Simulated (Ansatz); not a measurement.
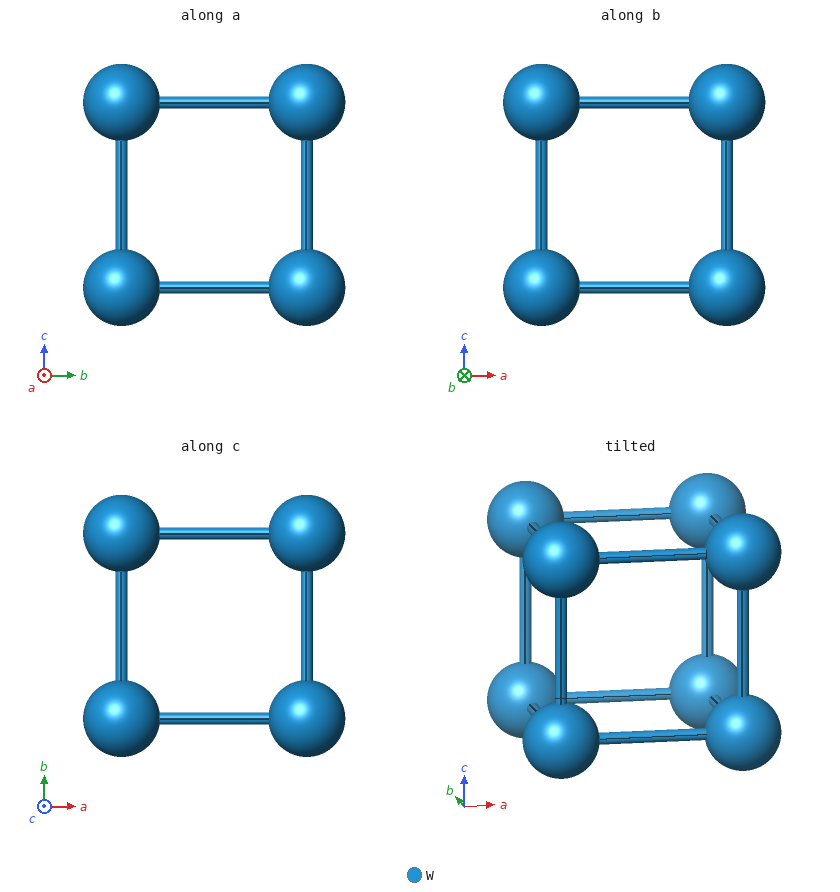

The figure gives a ball-and-stick picture of the atoms, viewed along the a axis, along the b axis, along the c axis and slightly off an axis. The box is the conventional unit cell; atoms on or close to its faces, edges and corners are drawn wherever they repeat.

Lattice parameters: a = 2.6220 Å, b = 2.6220 Å, c = 2.6220 Å, α = 90.000°, β = 90.000°, γ = 90.000°.

Question: Transcribe the picture into a CIF with its space group and independent sites.

Answer:
```cif
data_structure
_symmetry_space_group_name_H-M 'P m -3 m'
_symmetry_Int_Tables_number 221
_cell_length_a 2.6220
_cell_length_b 2.6220
_cell_length_c 2.6220
_cell_angle_alpha 90.000
_cell_angle_beta 90.000
_cell_angle_gamma 90.000
_cell_volume 18.03
loop_
_atom_site_label
_atom_site_type_symbol
_atom_site_symmetry_multiplicity
_atom_site_Wyckoff_symbol
_atom_site_fract_x
_atom_site_fract_y
_atom_site_fract_z
_atom_site_occupancy
W1 W 1 a 0.0000 0.0000 0.0000 1
```

The structure comes from a structure type filled with this element by a generator (whether the element takes this form wasn't checked). What is shown is the relaxed result from DFT, r2SCAN, plane waves (500 eV) with PAW, scalar-relativistic (Ansatz 0.2.0).
